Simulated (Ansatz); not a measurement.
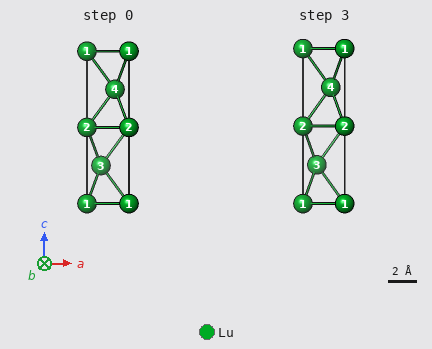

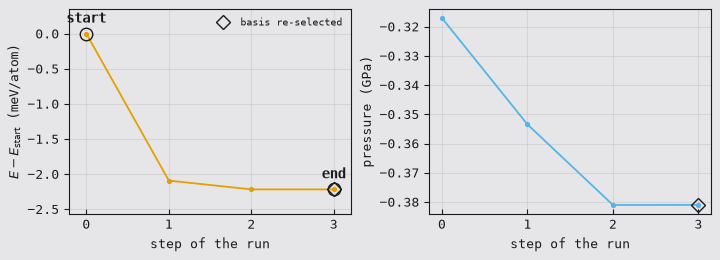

First and last geometry of a relaxation of solid Lu (built on the dhcp type), with the history of the run. The picture is a ball-and-stick view of the cell of the calculation, seen along the b axis.

Method: DFT PBE, spin-orbit coupling, plane waves, PAW (Ansatz 0.2.0). Set-up: plane-wave cutoff 600 eV; k-point mesh 14 × 14 × 4; occupations gaussian; smearing width 0.05 eV; spin-orbit; cell relaxed at fixed volume; force threshold 0.02 eV/Å; at most 40 steps.

Q: Did the run converge, and what did it change?

A: It converged. After 2 accepted moves (3 points after the start) the energy has fallen by 2.2 meV per atom. All forces vanish by symmetry, so only the cell relaxes. The pressure goes from −0.32 to −0.38 GPa. The SCF was repeated once at an unchanged geometry on a basis and grid sized afresh for the cell, which shifted the energy by less than 0.05 meV per atom at most. The atoms keep their places relative to the cell (all moves are under 0.005 Å). The drawn cell changes at constant volume: a = b 3.492 → 3.462 Å (−0.9 %), c 10.973 → 11.164 Å (+1.7 %). Some distances before and after: Lu1–Lu1 3.492 → 3.462 Å, Lu1–Lu3 3.404 → 3.433 Å. The space group stays P6_3/mmc (No. 194).

```csv
step,"E − E(0), meV/atom","pressure, GPa",note
0,0.00,-0.32,
1,-2.09,-0.35,
2,-2.22,-0.38,
3,-2.22,-0.38,"same geometry, new basis"
```
